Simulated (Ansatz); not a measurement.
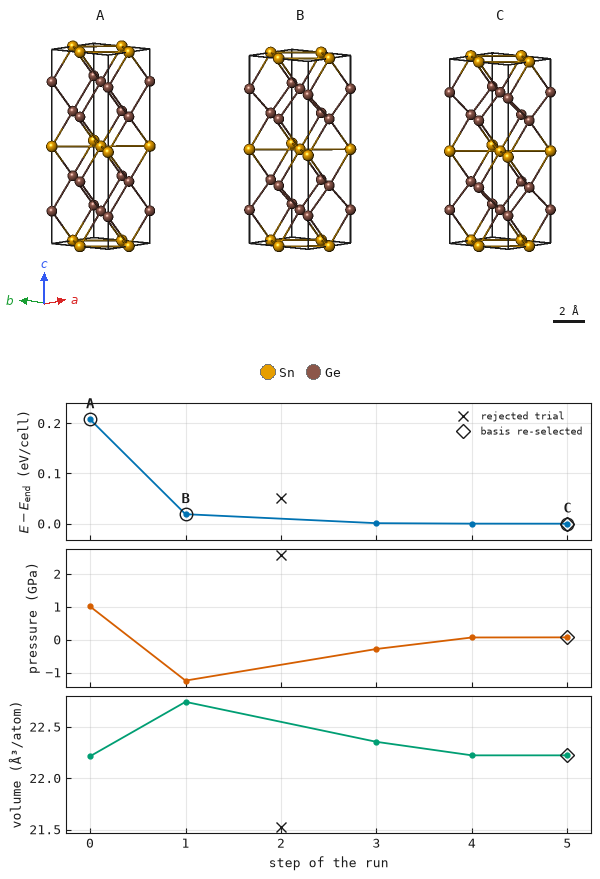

Frames of a relaxation of solid SnGe2 (a generated structure, set up in Fmmm) (coarse preliminary run), marked on the history of the run. The picture is a ball-and-stick view of the conventional cell (4 times the calculation's cell), seen from a free direction. Lengths and directions refer to the drawn axes.

Method: DFT PBE, scalar-relativistic, plane waves, PAW in Ansatz.

Input
```yaml
crystal:
  lattice:
    - [0.0, 2.40998239, 6.44031571]
    - [2.1467719, 0.0, 6.44031571]
    - [2.1467719, 2.40998239, 0.0]
  atoms:
    - { symbol: Sn, position: [0.5, 0.5, 0.5] }
    - { symbol: Ge, position: [0.83333333, 0.83333333, 0.16666667] }
    - { symbol: Ge, position: [0.16666667, 0.16666667, 0.83333333] }
basis:
  ecutwfc: 420
kpoints:
  mp_grid: { grid: [6, 6, 6] }
hamiltonian:
  xc: pbe
scf:
  occupations: { method: gaussian, width: 0.1 }
  lower_state_search: "off"
output:
  forces: true
  stress: true
  eigenvalues: true
relax:
  adjacent_minimum: "off"
  f_tol: 0.04
  max_steps: 70
  cell: { stress_tol: 0.4 }
```

Launched with:
```bash
ansatz run input.yaml --threads 1 --pin off --max-ram 2560MiB --backend cpu --events-out ev --progress --plain --runs-dir out
```

### Describe the path.

The largest moves relative to the cell, 0.18 Å, are those of Ge2 and Ge3. Ge2 goes along −c. Sn stays in place. The drawn cell changes at constant volume: a 4.294 → 4.360 Å (+1.5 %), b 4.820 → 5.003 Å (+3.8 %), c 12.881 → 12.226 Å (−5.1 %). Some distances before and after: Ge2–Ge3 3.036 → 2.753 Å, Sn1–Sn1 3.227 → 3.318 Å, Sn1–Ge2 3.036 → 3.108 Å. The space group stays Fmmm (No. 69). After 3 accepted moves (5 points after the start) the energy has fallen by 0.208 eV per cell of the calculation. Largest force component: 0.63 eV/Å at the start, 0.0031 eV/Å at the end. Pressure: 1.01 GPa at the start and 0.07 GPa at the end. The line search rejected the trial step at point 2 of the run. At 1 point the geometry stayed and the basis and grid were re-selected for the new cell (energy shift of 0.1 meV per cell of the calculation at most each time). The run took 19 s on 1 thread of Intel(R) Xeon(R) Platinum 8488C (Sapphire Rapids) (shared host), peak memory 0.45 GiB. From step 0 to 1: Ge atoms move most (0.14 Å), volume +2.4 %, energy −0.189 eV per cell of the calculation. From step 1 to 5: Ge atoms move most (0.04 Å), volume −2.3 %, energy −18.9 meV per cell of the calculation.
